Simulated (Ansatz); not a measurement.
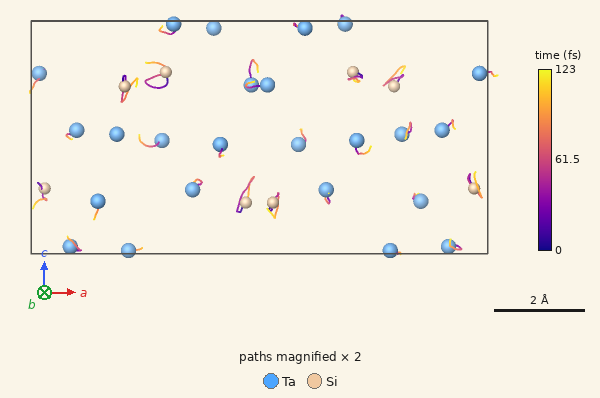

First-principles dynamics of a 32-atom cell of Ta3Si (set up in P4_2/n), 123 fs long. It starts from the last geometry of an earlier run, with fresh velocities. Lines trace each atom's path, coloured by time; spheres stand at the starting positions. The excursions are magnified 2 times. Seen along the b axis in the simulation cell.

Method: Ansatz, DFT PBEsol, scalar-relativistic, plane waves, PAW. Run with plane-wave cutoff 420 eV; k-point mesh 2 × 2 × 4; Fermi-Dirac smearing 0.0948 eV; volume 1.03 times that of the relaxed crystal; Langevin thermostat (NVT); set temperature 1100 K; time step 3 fs; friction 0.02 per fs.

The input:
```yaml
crystal:
  lattice:
    - [10.2249756381, 0.0, 0.0]
    - [0.0, 10.2249756381, 0.0]
    - [0.0, 0.0, 5.2109256175]
  atoms:
    - { symbol: Ta, position: [0.6463699907, 0.5177955066, 0.2747154018] }
    - { symbol: Ta, position: [0.0856282235, 0.4001620143, 0.0305773128] }
    - { symbol: Ta, position: [0.8122063991, 0.7133618633, 0.5133750273] }
    - { symbol: Ta, position: [0.5856282235, 0.9001620143, 0.4694226872] }
    - { symbol: Ta, position: [0.0177955066, 0.8536300093, 0.7747154018] }
    - { symbol: Ta, position: [0.1463699907, 0.0177955066, 0.2252845982] }
    - { symbol: Ta, position: [0.6877936009, 0.7866381367, 0.9866249727] }
    - { symbol: Ta, position: [0.1877936009, 0.2866381367, 0.5133750273] }
    - { symbol: Ta, position: [0.2133618633, 0.6877936009, 0.0133750273] }
    - { symbol: Ta, position: [0.9001620143, 0.4143717765, 0.5305773128] }
    - { symbol: Ta, position: [0.2866381367, 0.8122063991, 0.4866249727] }
    - { symbol: Ta, position: [0.5177955066, 0.3536300093, 0.7252845982] }
    - { symbol: Ta, position: [0.4822044934, 0.6463699907, 0.7252845982] }
    - { symbol: Ta, position: [0.9822044934, 0.1463699907, 0.7747154018] }
    - { symbol: Ta, position: [0.3122063991, 0.2133618633, 0.9866249727] }
    - { symbol: Ta, position: [0.4001620143, 0.9143717765, 0.9694226872] }
    - { symbol: Ta, position: [0.7866381367, 0.3122063991, 0.0133750273] }
    - { symbol: Ta, position: [0.9143717765, 0.5998379857, 0.0305773128] }
    - { symbol: Ta, position: [0.5998379857, 0.0856282235, 0.9694226872] }
    - { symbol: Ta, position: [0.4143717765, 0.0998379857, 0.4694226872] }
    - { symbol: Ta, position: [0.8536300093, 0.9822044934, 0.2252845982] }
    - { symbol: Ta, position: [0.7133618633, 0.1877936009, 0.4866249727] }
    - { symbol: Ta, position: [0.3536300093, 0.4822044934, 0.2747154018] }
    - { symbol: Ta, position: [0.0998379857, 0.5856282235, 0.5305773128] }
    - { symbol: Si, position: [0.7949676618, 0.97039159, 0.7194514946] }
    - { symbol: Si, position: [0.97039159, 0.2050323382, 0.2805485054] }
    - { symbol: Si, position: [0.02960841, 0.7949676618, 0.2805485054] }
    - { symbol: Si, position: [0.2949676618, 0.47039159, 0.7805485054] }
    - { symbol: Si, position: [0.52960841, 0.2949676618, 0.2194514946] }
    - { symbol: Si, position: [0.2050323382, 0.02960841, 0.7194514946] }
    - { symbol: Si, position: [0.47039159, 0.7050323382, 0.2194514946] }
    - { symbol: Si, position: [0.7050323382, 0.52960841, 0.7805485054] }
basis:
  ecutwfc: 420
kpoints:
  mp_grid: { grid: [2, 2, 4], shift: [0.5, 0.5, 0.5] }
hamiltonian:
  xc: pbesol
scf:
  occupations: { method: fermi_dirac, width: 0.0948 }
  lower_state_search: "off"
  convergence: { dr2_threshold: 1.0e-07 }
output:
  forces: true
  stress: true
md:
  timestep: 3.0
  n_steps: 41
  ensemble: nvt_langevin
  temperature: 1100.0
  initial_velocities: maxwell_boltzmann
  seed: 30884
  friction: 0.02
```

Command:
```bash
ansatz run input.yaml --threads 4 --pin off --max-ram 9216MiB --backend cpu --events-out ev --progress --plain --runs-dir out
```

**Describe the motion.**

Root-mean-square distances from the starting positions over the second half, with the common drift of all atoms taken out: Si 0.19 Å, Ta 0.16 Å. The run lasts only 123 fs, too short to tell vibration from diffusion. Over the second half the temperature averages 950 K (spread ±142 K). The potential energy is still drifting at the end, so the run hasn't reached equilibrium. The potential energy in the second half lies on average 112 meV per atom above the first frame. The mean pressure there is −2.3 GPa.

The run took 30 min on 4 threads of Intel(R) Xeon(R) Processor @ 2.50GHz (Skylake/Cascade Lake) (shared host), peak memory 2.9 GiB.
